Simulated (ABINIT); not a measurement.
**Run report: PbF$_{2}$, geometry relaxation (part 3 of 3)**

Continued. System: PbF$_{2}$ (Fm-3m, 3 atoms in the cell). Method: Kohn-Sham DFT of a periodic cell, LDA, PseudoDojo NC SR LDA v0.4.1 standard, no spin polarisation (ABINIT 10.8.3); cutoff 1142.88 eV, 6×6×6 k-mesh, fermi-dirac of 0.05 eV. The structure derives from an entry of the Crystallography Open Database.

Geometry of the input (Å; fractional positions):
```
0.0000  2.9637  2.9637
2.9637  0.0000  2.9637
2.9637  2.9637  0.0000
Pb 0.0000  0.0000  0.0000
F  0.7500  0.7500  0.7500
F  0.2500  0.2500  0.2500
```

### The program's output, continued
```
 Cartesian coordinates (xcart) [bohr]
  5.79319838069132E-31 -3.81908711613308E-31  8.15369079815373E-32
  8.23788633562570E+00  8.23788633562570E+00  8.23788633562570E+00
  2.74596211187523E+00  2.74596211187523E+00  2.74596211187523E+00
 Reduced coordinates (xred)
 -8.00895647737248E-32  9.49362568728112E-32  1.05495099489151E-32
  7.50000000000000E-01  7.50000000000000E-01  7.50000000000000E-01
  2.50000000000000E-01  2.50000000000000E-01  2.50000000000000E-01
 Cartesian forces (fcart) [Ha/bohr]; max,rms= 1.91520E-31 8.64399E-32 (free atoms)
 -9.57601104314211E-32  3.19200368104737E-32  3.19200368104737E-32
 -9.57601104314211E-32  3.19200368104737E-32  3.19200368104737E-32
  1.91520220862842E-31 -6.38400736209474E-32 -6.38400736209474E-32
 Gradient of E wrt nuclear positions in reduced coordinates (gred)
 -3.50604846764894E-31  3.50604846764894E-31  3.50604846764894E-31
 -3.50604846764894E-31  3.50604846764894E-31  3.50604846764894E-31
  7.01209693529788E-31 -7.01209693529788E-31 -7.01209693529788E-31
 Scale of Primitive Cell (acell) [bohr]
  7.76675372075324E+00  7.76675372075324E+00  7.76675372075324E+00
 Real space primitive translations (rprimd) [bohr]
  0.00000000000000E+00  5.49192422375047E+00  5.49192422375047E+00
  5.49192422375047E+00  0.00000000000000E+00  5.49192422375047E+00
  5.49192422375047E+00  5.49192422375047E+00  0.00000000000000E+00
 Unitary Cell Volume (ucvol) [Bohr^3]=  3.31286397756682E+02
 Angles (23,13,12)= [degrees]
  6.00000000000000E+01  6.00000000000000E+01  6.00000000000000E+01
 Lengths [Bohr]
  7.76675372075324E+00  7.76675372075324E+00  7.76675372075324E+00
 Stress tensor in cartesian coordinates (strten) [Ha/bohr^3]
  9.99859014952711E-07  0.00000000000000E+00  0.00000000000000E+00
  0.00000000000000E+00  9.99859014952711E-07  0.00000000000000E+00
  0.00000000000000E+00  0.00000000000000E+00  9.99859014947507E-07
 Total energy (etotal) [Ha]= -1.19500538035946E+02

 Difference of energy with previous step (new-old):
           Absolute (Ha)=-1.01933E-05
           Relative     =-8.52989E-08

--- Iteration: ( 5/50) Internal Cycle: (1/1)
--------------------------------------------------------------------------------

---SELF-CONSISTENT-FIELD CONVERGENCE--------------------------------------------

--- !BeginCycle
iteration_state: {dtset: 1, itime: 5, icycle: 1, }
solver: {iscf: 7, nstep: 80, nline: 4, wfoptalg: 0, }
tolerances: {tolvrs: 1.00E-12, }
...

     iter   Etot(hartree)      deltaE(h)  residm     vres2
 ETOT  1  -119.50053473629    -1.195E+02 1.899E-09 2.325E-02
 ETOT  2  -119.50053290444     1.832E-06 1.612E-09 2.636E-02
 ETOT  3  -119.50053801595    -5.112E-06 9.082E-08 8.046E-04
 ETOT  4  -119.50053808889    -7.294E-08 2.450E-09 5.390E-05
 ETOT  5  -119.50053809053    -1.642E-09 3.016E-10 1.013E-06
 ETOT  6  -119.50053809060    -6.466E-11 2.839E-11 3.596E-08
 ETOT  7  -119.50053809061    -1.333E-11 2.898E-13 4.496E-11
 ETOT  8  -119.50053809060     9.493E-12 8.321E-14 4.753E-13

 At SCF step    8       vres2   =  4.75E-13 < tolvrs=  1.00E-12 =>converged.

 Cartesian components of stress tensor (hartree/bohr^3)
  sigma(1 1)=  6.50317926E-09  sigma(3 2)=  0.00000000E+00
  sigma(2 2)=  6.50317926E-09  sigma(3 1)=  0.00000000E+00
  sigma(3 3)=  6.50317925E-09  sigma(2 1)=  0.00000000E+00

--- !ResultsGS
iteration_state: {dtset: 1, itime: 5, icycle: 1, }
comment   : Summary of ground state results
lattice_vectors:
- [  0.0000000,   5.4913163,   5.4913163, ]
- [  5.4913163,   0.0000000,   5.4913163, ]
- [  5.4913163,   5.4913163,   0.0000000, ]
lattice_lengths: [   7.76589,    7.76589,    7.76589, ]
lattice_angles: [ 60.000,  60.000,  60.000, ] # degrees, (23, 13, 12)
lattice_volume:   3.3117640E+02
convergence: {deltae:  9.493E-12, res2:  4.753E-13, residm:  8.321E-14, diffor: null, }
etotal    :  -1.19500538E+02
entropy   :   0.00000000E+00
fermie    :   1.57431696E-01
cartesian_stress_tensor: # hartree/bohr^3
- [  6.50317926E-09,   0.00000000E+00,   0.00000000E+00, ]
- [  0.00000000E+00,   6.50317926E-09,   0.00000000E+00, ]
- [  0.00000000E+00,   0.00000000E+00,   6.50317925E-09, ]
pressure_GPa:  -1.9133E-04
xred      :
- [ -6.7546E-32,   8.7648E-32,   2.8465E-33, Pb]
- [  7.5000E-01,   7.5000E-01,   7.5000E-01,  F]
- [  2.5000E-01,   2.5000E-01,   2.5000E-01,  F]
cartesian_forces: # hartree/bohr
- [  6.78375871E-32,  -1.26889815E-48,  -6.78375871E-32, ]
- [ -1.35675174E-31,   2.53779630E-48,   1.35675174E-31, ]
- [  6.78375871E-32,  -1.26889815E-48,  -6.78375871E-32, ]
force_length_stats: {min:   9.59368357E-32, max:   1.91873671E-31, mean:   1.27915781E-31, }
...

 Integrated electronic density in atomic spheres:
 ------------------------------------------------
 Atom  Sphere_radius  Integrated_density
    1        2.00000         10.04882729
    2        2.00000          7.00210324
    3        2.00000          7.00210324

---OUTPUT-----------------------------------------------------------------------

 Cartesian coordinates (xcart) [bohr]
  4.96931587032710E-31 -3.55285023191032E-31  1.10384095269261E-31
  8.23697449212784E+00  8.23697449212784E+00  8.23697449212784E+00
  2.74565816404261E+00  2.74565816404261E+00  2.74565816404261E+00
 Reduced coordinates (xred)
 -6.75459644493974E-32  8.76475373099343E-32  2.84653685060221E-33
  7.50000000000000E-01  7.50000000000000E-01  7.50000000000000E-01
  2.50000000000000E-01  2.50000000000000E-01  2.50000000000000E-01
 Cartesian forces (fcart) [Ha/bohr]; max,rms= 1.35675E-31 7.83321E-32 (free atoms)
  6.78375870977357E-32 -1.26889814811461E-48 -6.78375870977357E-32
 -1.35675174195471E-31  2.53779629622922E-48  1.35675174195471E-31
  6.78375870977357E-32 -1.26889814811461E-48 -6.78375870977357E-32
 Gradient of E wrt nuclear positions in reduced coordinates (gred)
  3.72517649687700E-31 -1.63847632383274E-47 -3.72517649687700E-31
 -7.45035299375400E-31 -2.21588262878908E-47  7.45035299375400E-31
  3.72517649687700E-31 -1.63847632383274E-47 -3.72517649687700E-31
 Scale of Primitive Cell (acell) [bohr]
  7.76589402645896E+00  7.76589402645896E+00  7.76589402645896E+00
 Real space primitive translations (rprimd) [bohr]
  0.00000000000000E+00  5.49131632808523E+00  5.49131632808523E+00
  5.49131632808523E+00  0.00000000000000E+00  5.49131632808523E+00
  5.49131632808523E+00  5.49131632808523E+00  0.00000000000000E+00
 Unitary Cell Volume (ucvol) [Bohr^3]=  3.31176400641076E+02
 Angles (23,13,12)= [degrees]
  6.00000000000000E+01  6.00000000000000E+01  6.00000000000000E+01
 Lengths [Bohr]
  7.76589402645896E+00  7.76589402645896E+00  7.76589402645896E+00
 Stress tensor in cartesian coordinates (strten) [Ha/bohr^3]
  6.50317926419175E-09  0.00000000000000E+00  0.00000000000000E+00
  0.00000000000000E+00  6.50317926419175E-09  0.00000000000000E+00
  0.00000000000000E+00  0.00000000000000E+00  6.50317925204869E-09
 Total energy (etotal) [Ha]= -1.19500538090600E+02

 Difference of energy with previous step (new-old):
           Absolute (Ha)=-5.46547E-08
           Relative     =-4.57359E-10

 At Broyd/MD step   5, gradients are converged :
  max grad (force/stress) = 6.5032E-07 < tolmxf= 2.0000E-05 ha/bohr (free atoms)

================================================================================

 ----iterations are completed or convergence reached----

 Mean square residual over all n,k,spin=   64.942E-17; max=  83.206E-15
 reduced coordinates (array xred) for    3 atoms
      -0.000000000000      0.000000000000      0.000000000000
       0.750000000000      0.750000000000      0.750000000000
       0.250000000000      0.250000000000      0.250000000000
 rms dE/dt=  5.2682E-31; max dE/dt=  1.1176E-30; dE/dt below (all hartree)
    1       0.000000000000      0.000000000000      0.000000000000
    2      -0.000000000000      0.000000000000      0.000000000000
    3       0.000000000000      0.000000000000      0.000000000000

 cartesian coordinates (angstrom) at end:
    1      0.00000000000000    -0.00000000000000     0.00000000000000
    2      4.35881918506629     4.35881918506629     4.35881918506629
    3      1.45293972835543     1.45293972835543     1.45293972835543

 cartesian forces (hartree/bohr) at end:
    1      0.00000000000000    -0.00000000000000    -0.00000000000000
    2     -0.00000000000000     0.00000000000000     0.00000000000000
    3      0.00000000000000    -0.00000000000000    -0.00000000000000
 frms,max,avg= 7.8332098E-32 1.3567517E-31   0.000E+00  0.000E+00  0.000E+00 h/b

 cartesian forces (eV/Angstrom) at end:
    1      0.00000000000000    -0.00000000000000    -0.00000000000000
    2     -0.00000000000000     0.00000000000000     0.00000000000000
    3      0.00000000000000    -0.00000000000000    -0.00000000000000
 frms,max,avg= 4.0279984E-30 6.9766980E-30   0.000E+00  0.000E+00  0.000E+00 e/A
 length scales=  7.765894026459  7.765894026459  7.765894026459 bohr
              =  4.109534138302  4.109534138302  4.109534138302 angstroms
 Fermi (or HOMO) energy (hartree) =   0.15743   Average Vxc (hartree)=  -0.38984
 Eigenvalues (hartree) for nkpt=  16  k points:
 kpt#   1, nband= 18, wtk=  0.00463, kpt=  0.0000  0.0000  0.0000 (reduced coord)
  -0.72831   -0.69919   -0.47703   -0.47703   -0.47703   -0.47315   -0.47315   -0.12541
  -0.05611   -0.05611   -0.05611   -0.03741   -0.03741   -0.03741    0.29313    0.29313
   0.29313    0.43148
      occupation numbers for kpt#   1
   2.00000    2.00000    2.00000    2.00000    2.00000    2.00000    2.00000    2.00000
   2.00000    2.00000    2.00000    2.00000    2.00000    2.00000    0.00000    0.00000
   0.00000    0.00000
 prteigrs : prtvol=0 or 1, do not print more k-points.

--- !EnergyTerms
iteration_state     : {dtset: 1, itime: 5, icycle: 1, }
comment             : Components of total free energy in Hartree
kinetic             :  6.68241943251273E+01
hartree             :  2.81733917501378E+01
xc                  : -3.05582076212968E+01
Ewald energy        : -8.05408970754177E+01
psp_core            :  4.56833023127928E+00
local_psp           : -8.82676385662171E+01
non_local_psp       : -1.96997111342133E+01
internal            : -1.19500538090600E+02
'-kT*entropy'       : -5.59861281550707E-15
total_energy        : -1.19500538090600E+02
total_energy_eV     : -3.25177529858589E+03
band_energy         : -8.43879829505624E+00
...

 Cartesian components of stress tensor (hartree/bohr^3)
  sigma(1 1)=  6.50317926E-09  sigma(3 2)=  0.00000000E+00
  sigma(2 2)=  6.50317926E-09  sigma(3 1)=  0.00000000E+00
  sigma(3 3)=  6.50317925E-09  sigma(2 1)=  0.00000000E+00

-Cartesian components of stress tensor (GPa)         [Pressure= -1.9133E-04 GPa]
- sigma(1 1)=  1.91330140E-04  sigma(3 2)=  0.00000000E+00
- sigma(2 2)=  1.91330140E-04  sigma(3 1)=  0.00000000E+00
- sigma(3 3)=  1.91330139E-04  sigma(2 1)=  0.00000000E+00

== END DATASET(S) ==============================================================
================================================================================

 -outvars: echo values of variables after computation  --------
            acell      7.7658940265E+00  7.7658940265E+00  7.7658940265E+00 Bohr
           etotal     -1.1950053809E+02
            fcart      6.7837587098E-32 -1.2688981481E-48 -6.7837587098E-32
                      -1.3567517420E-31  2.5377962962E-48  1.3567517420E-31
                       6.7837587098E-32 -1.2688981481E-48 -6.7837587098E-32
            rprim      0.0000000000E+00  7.0710678119E-01  7.0710678119E-01
                       7.0710678119E-01  0.0000000000E+00  7.0710678119E-01
                       7.0710678119E-01  7.0710678119E-01  0.0000000000E+00
           strten      6.5031792642E-09  6.5031792642E-09  6.5031792520E-09
                       0.0000000000E+00  0.0000000000E+00  0.0000000000E+00
           xangst      2.6296487106E-31 -1.8800873752E-31  5.8412747623E-32
                       4.3588191851E+00  4.3588191851E+00  4.3588191851E+00
                       1.4529397284E+00  1.4529397284E+00  1.4529397284E+00
             xred     -6.7545964449E-32  8.7647537310E-32  2.8465368506E-33
                       7.5000000000E-01  7.5000000000E-01  7.5000000000E-01
                       2.5000000000E-01  2.5000000000E-01  2.5000000000E-01
 Calculation completed.
```

### Trajectory as extended XYZ (Å, eV, eV/Å), 5 frames, from step=0 to step=4
```
3
Lattice="0.0000 2.9637 2.9637 2.9637 0.0000 2.9637 2.9637 2.9637 0.0000" Properties=species:S:1:pos:R:3:forces:R:3 step=0 energy=-3251.73081
Pb    0.0000    0.0000    0.0000    0.0000   0.0000   0.0000
F     4.4455    4.4455    4.4455    0.0000   0.0000   0.0000
F     1.4818    1.4818    1.4818    0.0000   0.0000   0.0000
3
Lattice="0.0000 2.9500 2.9500 2.9500 0.0000 2.9500 2.9500 2.9500 0.0000" Properties=species:S:1:pos:R:3:forces:R:3 step=1 energy=-3251.74886
Pb    0.0000    0.0000    0.0000    0.0000   0.0000   0.0000
F     4.4250    4.4250    4.4250    0.0000   0.0000   0.0000
F     1.4750    1.4750    1.4750    0.0000   0.0000   0.0000
3
Lattice="0.0000 2.9015 2.9015 2.9015 0.0000 2.9015 2.9015 2.9015 0.0000" Properties=species:S:1:pos:R:3:forces:R:3 step=2 energy=-3251.77502
Pb    0.0000    0.0000    0.0000    0.0000   0.0000   0.0000
F     4.3522    4.3522    4.3522    0.0000   0.0000   0.0000
F     1.4507    1.4507    1.4507    0.0000   0.0000   0.0000
3
Lattice="0.0000 2.9062 2.9062 2.9062 0.0000 2.9062 2.9062 2.9062 0.0000" Properties=species:S:1:pos:R:3:forces:R:3 step=3 energy=-3251.77530
Pb    0.0000    0.0000    0.0000    0.0000   0.0000   0.0000
F     4.3593    4.3593    4.3593    0.0000   0.0000   0.0000
F     1.4531    1.4531    1.4531    0.0000   0.0000   0.0000
3
Lattice="0.0000 2.9059 2.9059 2.9059 0.0000 2.9059 2.9059 2.9059 0.0000" Properties=species:S:1:pos:R:3:forces:R:3 step=4 energy=-3251.77530
Pb    0.0000    0.0000    0.0000    0.0000   0.0000   0.0000
F     4.3588    4.3588    4.3588    0.0000   0.0000   0.0000
F     1.4529    1.4529    1.4529    0.0000   0.0000   0.0000
```

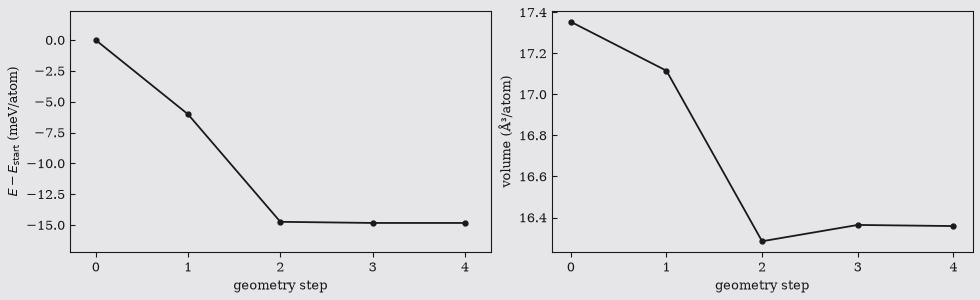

Progress of the relaxation, step by step (steps are counted from 0).

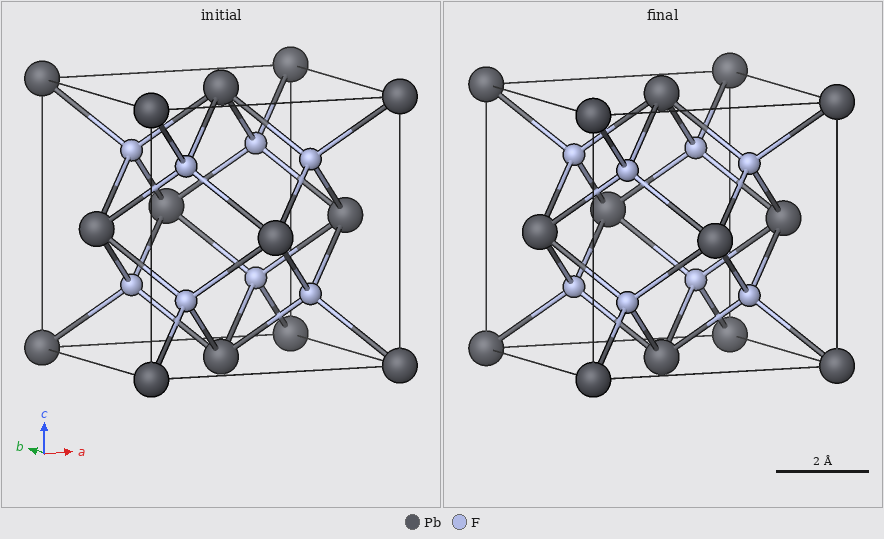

Before (left) and after (right) the relaxation, at one scale (ball-and-stick view of the cell 4 times as large as that of the calculation, set on its symmetry axes, seen slightly off an axis). The energy falls by 14.8 meV per atom in 4 geometry steps. All forces vanish by symmetry, so only the cell relaxes. No atom moves by more than 0.005 Å relative to the cell. The volume changes by −5.7 %, with a = b = c 5.927 → 5.812 Å (−1.9 %). Among the contacts that change: Pb1–F2 2.567 → 2.517 Å. The space group stays Fm-3m (No. 225). (Atoms are counted from 1 in the order of the input.)

### Results in brief

| quantity | value |
| --- | --- |
| outcome | converged |
| space group (tolerance 0.01 Å) | Fm-3m (225) |
| electrons treated | 28 |
| free energy | −3251.7753 eV |
| Fermi energy | 4.284 eV |
| gap on the k-point mesh | 4.28 eV |
| pressure | 0.00 GPa |
| final volume | 49.08 Å³ |
| largest force (length of the vector) at the end | under 0.001 eV/Å |
| final cell | a = 4.110 Å, b = 4.110 Å, c = 4.110 Å, α = 60.00°, β = 60.00°, γ = 60.00° |
| wall time | 1.7 min (CPU time 6.7 min) |
| peak memory | 0.36 GiB |

Spin–orbit coupling is left out, which matters for Pb.
